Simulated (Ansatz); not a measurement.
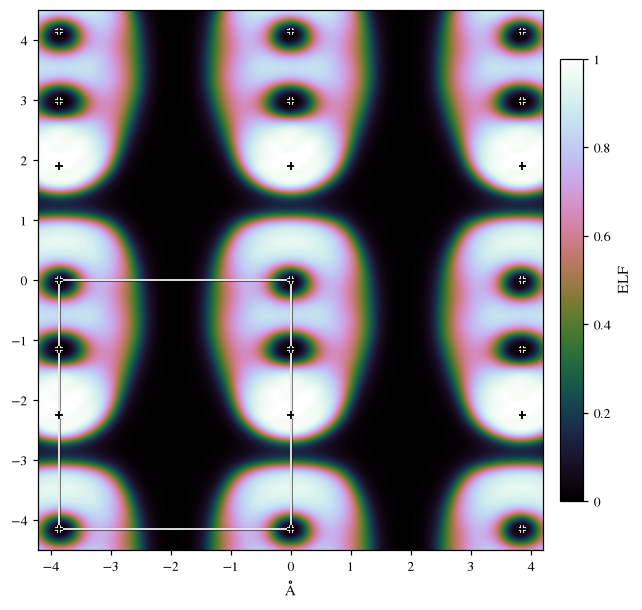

The electron localisation function on a plane through atoms (crosses mark nuclei in the plane).

Computed with Kohn-Sham DFT of a periodic cell, PBE, Ansatz PAW in Ansatz.

Candidates:
A. HCN, a = 3.86 Å, b = 3.86 Å, c = 4.15 Å, α = 90.00°, β = 90.00°, γ = 90.00°. Space group I4mm; a structure from a database of computed crystals, not necessarily the ambient phase; computed pressure about 5 GPa in this cell.
B. C, a = 2.52 Å, b = 2.52 Å, c = 3.50 Å, α = 90.00°, β = 90.00°, γ = 90.00°. Space group I4₁/amd; computed pressure about 11 GPa in this cell.
C. TiO₂, a = 5.95 Å, b = 6.57 Å, c = 6.57 Å, α = 90.00°, β = 90.00°, γ = 90.00°. Space group Imma; a structure from a database of computed crystals, not necessarily the ambient phase; computed pressure about −3 GPa in this cell; the program warned that the cutoff is below the recommended one.

> Which system is this?

Candidate A: HCN on the (100) plane of the conventional cell, which holds N, C and H. C–H (1.09 Å): the ELF peaks at about 1 between the atoms; a covalent bond by its length. C–N (1.16 Å): the ELF peaks at about 0.85 between the atoms (inside overlapping PAW spheres, so only a guide) (a short, multiple covalent bond).
